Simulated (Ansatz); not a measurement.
## Na: 6 runs along one coordinate

System: Na (P6₃/mmc, 4 atoms in the cell).
Method: DFT, revPBE, plane waves (420 eV) with PAW, scalar-relativistic, no spin polarisation (Ansatz 0.2.0).

The 6 runs differ only in the geometry, by an even scaling of the cell at fixed fractional positions.

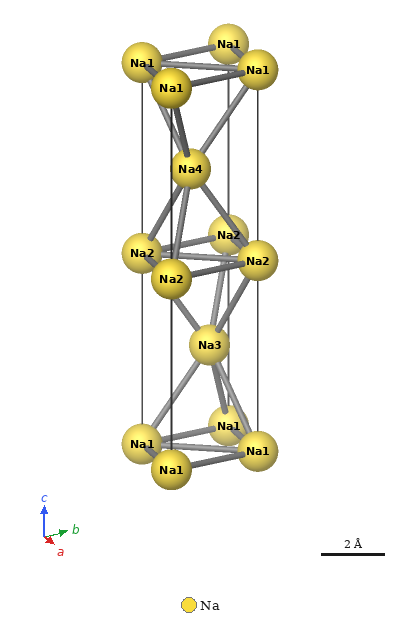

Figure 1. The structure of run 4 (ball-and-stick view of the cell of the calculation, seen slightly off an axis; atoms are numbered from 1 in the order of the input).

**Input of run 4**
```yaml
crystal:
  lattice:
    - [3.8254185333, 0.0, 0.0]
    - [-1.9127092667, 3.3129096299, 0.0]
    - [0.0, 0.0, 12.437139949]
  atoms:
    - { symbol: Na, position: [1.0, 1.0, 0.0] }
    - { symbol: Na, position: [1.0, 1.0, 0.5] }
    - { symbol: Na, position: [0.3333333333, 0.6666666667, 0.25] }
    - { symbol: Na, position: [0.6666666667, 0.3333333333, 0.75] }
hamiltonian:
  xc: revpbe
  pseudopotentials:
    kind: paw
    azcp:
      Na: "pseudopotentials/Na.paw.azcp"
basis:
  ecutwfc: 420
  fft_grid_basis: typed
kpoints:
  mp_grid: { grid: [11, 11, 3], shift: [0, 0, 0] }
magnetization:
  spin_polarized: false
scf:
  occupations: { method: fermi_dirac, width: 0.1 }
  lower_state_search: "off"
output:
  stress: true
```

Run 2 differs from it as follows:
```diff
-    - [3.8254185333, 0.0, 0.0]
-    - [-1.9127092667, 3.3129096299, 0.0]
-    - [0.0, 0.0, 12.437139949]
+    - [3.7205593211, 0.0, 0.0]
+    - [-1.8602796606, 3.2220988884, 0.0]
+    - [0.0, 0.0, 12.0962233445]
```

**Results, with one run withheld**

```tsv
run	volume per atom (Å³)	free energy per atom, from the lowest run given (meV)	pressure (GPa)
1	34.676	15.72	1.15
2	36.252	?	?
3	37.829	1.70	0.33
4	39.405	0.00	0.02
5	40.981	1.05	−0.23
6	42.557	4.37	−0.44
```

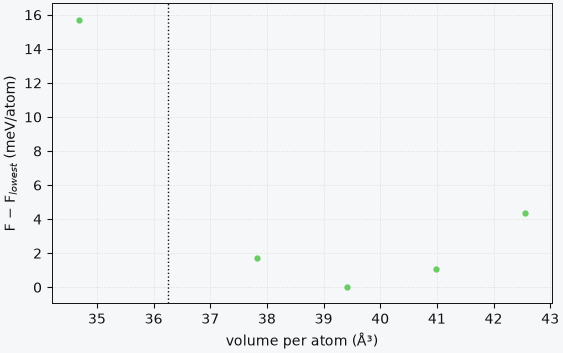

Figure 2. Free energy per atom of the runs given; the dotted line marks run 2.

Estimate the energy of run 2 from the others.

A cubic polynomial in V^(−2/3) (the Birch–Murnaghan form), fitted to the 5 runs given, misses them by under 0.01 meV per atom. With x = V^(−2/3) − 0.08706 Å⁻², it reads F = 0.202 + 463.84 x + 2.5534e+05 x² − 4.7324e+05 x³ (meV per atom). At run 2 it gives 6.71 meV per atom, and the run itself gives 6.71. The slope of the fit gives a pressure −dF/dV of 0.70 GPa there, and the run prints 0.70 GPa. The fit has its minimum at 39.545 Å³ per atom, where V d²F/dV² gives 6.86 GPa. Cell shape and fractional positions are held, so this is the stiffness under even scaling; the relaxed bulk modulus wasn't computed.

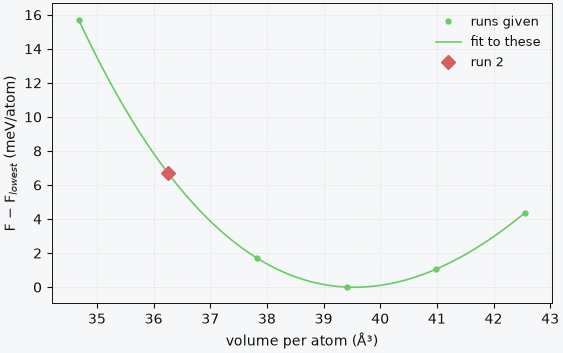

Figure 3. The fit and the withheld run.

**Output, shortened to warnings, some set-up lines, iterations and results (run 2)**
```
Basis set: ecut = 420 eV, 2837 PW (Γ)
Symmetry: 24 space group operations
k-points: 32 of 363
Initial density: superposition of atomic densities (neutral atoms: chi_scale 0, normalization atom), corrected by the library's trained network
[...]
SCF iter   1: F=—  HF=-5953.507327 eV  |F-HF|=—  |Δ(HF+E_count)|=         —  Δρ=2.32e-3  dr2=3.61e-3  ethr=1.77e-3  ⟨swp⟩=4.7  Hψ=2792  notcnv=0
SCF iter   2: F=—  HF=-5953.504524 eV  |F-HF|=—  |Δ(HF+E_count)|=   2.80e-3  Δρ=5.83e-4  dr2=3.89e-4  ethr=1.00e-5  ⟨swp⟩=2.0  Hψ=1479  notcnv=0
SCF iter   3: F=—  HF=-5953.504812 eV  |F-HF|=—  |Δ(HF+E_count)|=   2.88e-4  Δρ=3.02e-4  dr2=1.32e-4  ethr=1.08e-6  ⟨swp⟩=1.7  Hψ=761  notcnv=0
SCF iter   4: F=—  HF=-5953.504945 eV  |F-HF|=—  |Δ(HF+E_count)|=   1.33e-4  Δρ=5.89e-5  dr2=8.58e-6  ethr=3.67e-7  ⟨swp⟩=1.9  Hψ=777  notcnv=0
SCF iter   5: F=—  HF=-5953.504948 eV  |F-HF|=—  |Δ(HF+E_count)|=   2.52e-6  Δρ=1.40e-5  dr2=1.98e-7  ethr=2.38e-8  ⟨swp⟩=2.4  Hψ=1241  notcnv=0
SCF iter   6: F=-5953.504948 eV  HF=-5953.504948 eV  |F-HF|=2.01e-9  |Δ(HF+E_count)|=   4.80e-8  Δρ=3.48e-6  dr2=1.02e-8  ethr=2.78e-10  ⟨swp⟩=3.8  Hψ=2079  notcnv=0
SCF 1 converged in 6 iterations: F = -5953.504948 eV  dr2 = 1.02e-8
SCF converged after 6 iterations
Free energy (F): -5953.504948 eV
Harris-Foulkes:  -5953.504948 eV  (|F-HF|=2.01e-9)
Internal energy: -5953.434271 eV  (E = F + TS)
E sigma→0 (E₀):  -5953.469609 eV
Entropy (-TS):   -0.070677 eV (-17.669 meV/atom)
Fermi energy:    1.958037 eV
--- Per-component energies (eV) ---
  E_band       = -957.256460
  E_kinetic    = 481.216426
  E_local      = -5746.558460  (includes V_loc(G=0)·N_el)
  E_nonlocal   = 459.714129
  E_hartree    = 2101.850617
  E_xc         = -154.752221
  E_vxc        = -197.688610  (∫ρ·V_xc dr)
  E_paw        = -1059.116495  (= ΣΔE_a)
  E_vpaw       = -157.639763  (= ΣTr[D̂ρ^β])
  E_aug_tail   = -0.000121  (compensation charges beyond the density's cutoff)
  E_ewald      = -2035.716002
  E_core_change = -0.072145  (= ΣΔE_core)
  E_smearing   = -0.070677  (= −TS)
  E_closure    = -0.000000  (closes the sum)
  Σ components = -5953.504948   (vs F -5953.504948, Δ=0.00e0)
--- Stress (GPa, compression-positive) ---
        0.627404      -0.000000       0.000000
       -0.000000       0.627404       0.000000
        0.000000       0.000000       0.842881
  P = ⅓ Tr σ = 0.6992 GPa (6.992 kbar)
```
